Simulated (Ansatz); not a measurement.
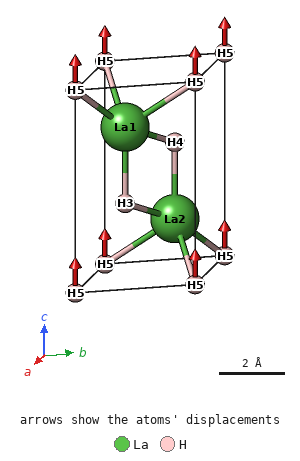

One vibrational mode of solid La$_{2}$H$_{3}$ (a generated structure) at the zone centre. The red arrows are the displacements of the atoms (eigenvector over the root of the mass), of arbitrary overall length and sign. Style: ball-and-stick. Shown: the cell of the calculation, slightly off an axis.

Computed with DFT PBE, scalar-relativistic, plane waves, PAW in Ansatz 0.2.0. Set-up: plane-wave cutoff 420 eV; k-point mesh 12 × 12 × 6; occupations fermi dirac; smearing width 0.15 eV; no spin polarisation.

The frequencies depend somewhat on the k-mesh and the smearing.

Q: Describe the mode and give its frequency.

A: This is the A₂u mode at 599 cm⁻¹, optical level 3 of 8, counted from below, infrared-active by symmetry. The La atoms hardly move. The crystal is a metal, so free carriers screen the infrared response.
